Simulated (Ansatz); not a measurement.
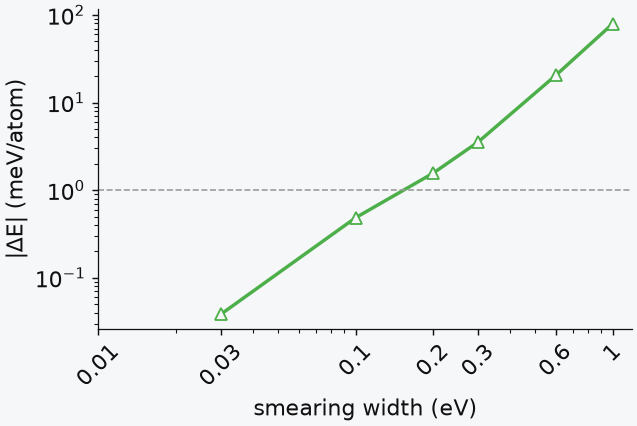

Convergence test: the smearing width is varied and all else is held.
- system: Sb (R-3m, 2 atoms in the cell)
- method: DFT, LDA (PW92), plane waves (420 eV) with PAW, scalar-relativistic in Ansatz; 9×9×9 k-mesh, Gaussian smearing
ΔE is the free energy less its value at the smallest setting, 0.01 eV.
Dashed lines or grey bands mark the tolerance: 1 meV/atom.
On logarithmic panels, open markers lie below the reference value and filled ones above.

From which setting is the free energy converged to 1 meV/atom?

Answer. The free energy is within 1 meV/atom of the smallest setting's value from 0.1 eV down. It is off by 80 meV/atom at 1 eV, 3.6 meV/atom at 0.3 eV and 1.6 meV/atom at 0.2 eV (always below it). The free energy falls with the width because it holds the −TS term of the fractional occupations.
